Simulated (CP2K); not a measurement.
## TiSi₂: 6 runs along one coordinate

System: TiSi₂ (Immm, 3 atoms in the cell).
Method: Kohn-Sham DFT of a periodic cell, PBE, GTH-PBE with UZH-TZVP basis, no spin polarisation (CP2K 2026.2).

The 6 runs differ only in the geometry, by an even scaling of the cell at fixed fractional positions. The structure derives from a Materials Project entry.

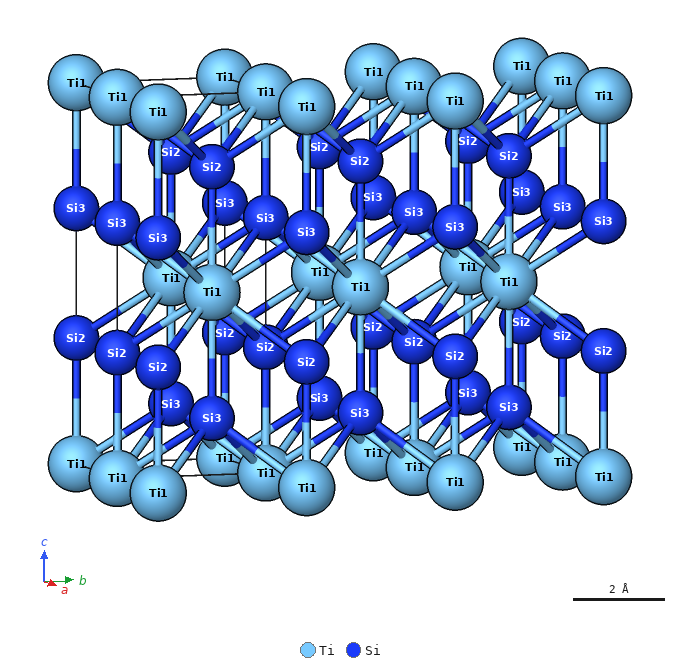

Figure 1. The structure of run 4 (ball-and-stick view of the cell 2 times as large as that of the calculation, set on its symmetry axes, repeated 2 × 3 × 1, seen slightly off an axis; atoms are numbered from 1 in the order of the input).

### Input of run 4
```
&GLOBAL
  PROJECT tisi2_eos
  RUN_TYPE ENERGY_FORCE
  PRINT_LEVEL LOW
&END GLOBAL
&FORCE_EVAL
  METHOD QS
  STRESS_TENSOR ANALYTICAL
  &DFT
    BASIS_SET_FILE_NAME BASIS_MOLOPT_UZH
    POTENTIAL_FILE_NAME POTENTIAL_UZH
    WFN_RESTART_FILE_NAME previous-RESTART.kp
    &MGRID
      CUTOFF 450
      REL_CUTOFF 60
      NGRIDS 4
    &END MGRID
    &QS
      METHOD GPW
      EPS_DEFAULT 1.0E-10
    &END QS
    &KPOINTS
      SCHEME MONKHORST-PACK 12 12 12
      GAMMA_CENTERED T
      SYMMETRY T
      SYMMETRY_BACKEND SPGLIB
    &END KPOINTS
    &SCF
      SCF_GUESS RESTART
      EPS_SCF 1.0E-6
      MAX_SCF 100
      ADDED_MOS 15
      CHOLESKY OFF
      EPS_EIGVAL 1.0E-7
      &DIAGONALIZATION ON
        ALGORITHM STANDARD
      &END DIAGONALIZATION
      &MIXING ON
        METHOD BROYDEN_MIXING
        ALPHA 0.4
        BETA 1.5
        NBUFFER 8
      &END MIXING
      &SMEAR ON
        METHOD FERMI_DIRAC
        ELECTRONIC_TEMPERATURE [K] 580.226
      &END SMEAR
    &END SCF
    &XC
      &XC_FUNCTIONAL PBE
      &END XC_FUNCTIONAL
    &END XC
    &PRINT
      &KPOINTS ON
      &END KPOINTS
      &MULLIKEN ON
      &END MULLIKEN
      &MO ON
        ENERGIES T
        OCCUPATION_NUMBERS T
        &EACH
          QS_SCF 0
        &END EACH
        ADD_LAST NUMERIC
      &END MO
    &END PRINT
  &END DFT
  &SUBSYS
    &CELL
      A 4.8110230815 0.0000000000 0.0000000000
      B 2.6624047311 4.0071865614 0.0000000000
      C -3.5762149603 -2.3029248114 2.2479250347
      PERIODIC XYZ
    &END CELL
    &COORD
      SCALED
      Ti  0.0000000000 0.0000000000 0.0000000000
      Si  0.6700780000 0.6700780000 0.0000000000
      Si  0.3299220000 0.3299220000 0.0000000000
    &END COORD
    &KIND Ti
      BASIS_SET TZVP-MOLOPT-PBE-GTH-q12
      POTENTIAL GTH-PBE-q12
    &END KIND
    &KIND Si
      BASIS_SET TZVP-MOLOPT-PBE-GTH-q4
      POTENTIAL GTH-PBE-q4
    &END KIND
    &PRINT
      &ATOMIC_COORDINATES ON
      &END ATOMIC_COORDINATES
      &CELL ON
      &END CELL
      &SYMMETRY ON
      &END SYMMETRY
    &END PRINT
  &END SUBSYS
  &PRINT
    &FORCES ON
    &END FORCES
    &STRESS_TENSOR ON
    &END STRESS_TENSOR
  &END PRINT
&END FORCE_EVAL
```

Command:
```bash
OMP_NUM_THREADS=1 cp2k.psmp -i tisi2_eos.inp -o tisi2_eos.out
```

Run 5 differs from it as follows:
```diff
-      A 4.8110230815 0.0000000000 0.0000000000
-      B 2.6624047311 4.0071865614 0.0000000000
-      C -3.5762149603 -2.3029248114 2.2479250347
+      A 4.8422643665 0.0000000000 0.0000000000
+      B 2.6796935580 4.0332079825 0.0000000000
+      C -3.5994377860 -2.3178792876 2.2625223595
```

### Results, with one run withheld

| run | volume per atom (Å³) | free energy per atom, from the lowest run given (meV) | pressure (GPa) |
| --- | --- | --- | --- |
| 1 | 13.313 | 22.40 | 9.86 |
| 2 | 13.596 | 8.22 | 6.22 |
| 3 | 13.879 | 0.18 | 2.94 |
| 4 | 14.446 | 0.00 | −2.64 |
| 5 | 14.729 | ? | ? |
| 6 | 15.012 | 17.60 | −7.15 |

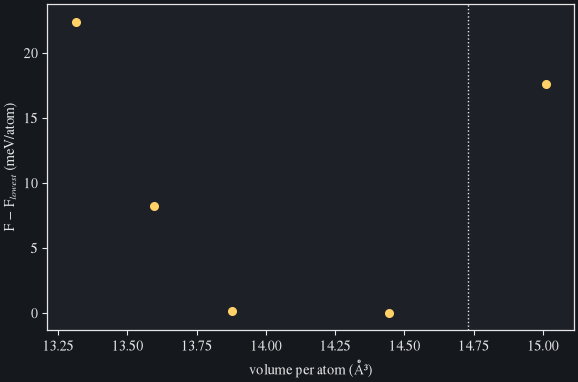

Figure 2. Free energy per atom of the runs given; the dotted line marks run 5.

Estimate the energy of run 5 from the others.

A cubic polynomial in V^(−2/3) (the Birch–Murnaghan form), fitted to the 5 runs given, misses them by at most 0.01 meV per atom. With x = V^(−2/3) − 0.17193 Å⁻², it reads F = −1.814 + 1043.1 x + 4.7715e+05 x² + 5.4853e+05 x³ (meV per atom). At run 5 it gives 6.81 meV per atom, and the run itself gives 6.81. The slope of the fit gives a pressure −dF/dV of −5.02 GPa there, and the run prints −5.02 GPa. The fit has its minimum at 14.162 Å³ per atom, where V d²F/dV² gives 140 GPa. Cell shape and fractional positions are held, so this is the stiffness under even scaling; the relaxed bulk modulus wasn't computed.

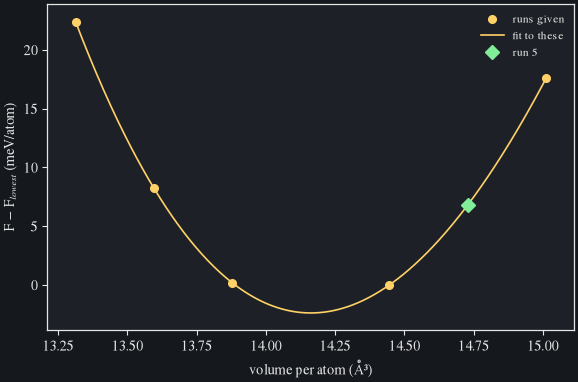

Figure 3. The fit and the withheld run.

### Some lines of the output (run 5)
```
[...]
 CELL| Volume [angstrom^3]:                                            44.186743
 CELL_REF| Volume [angstrom^3]:                                        44.186743
                        Smear method:                                FERMI_DIRAC
  Step     Update method      Time    Convergence         Total energy    Change
  Fermi energy:                                                 0.36926811641180
  Total energy:                                               -65.97985905012958
  Total energy (extrapolated to T->0):                        -65.97964121776489
 MO| E(Fermi):            0.369268 a.u.         10.048296 eV
```
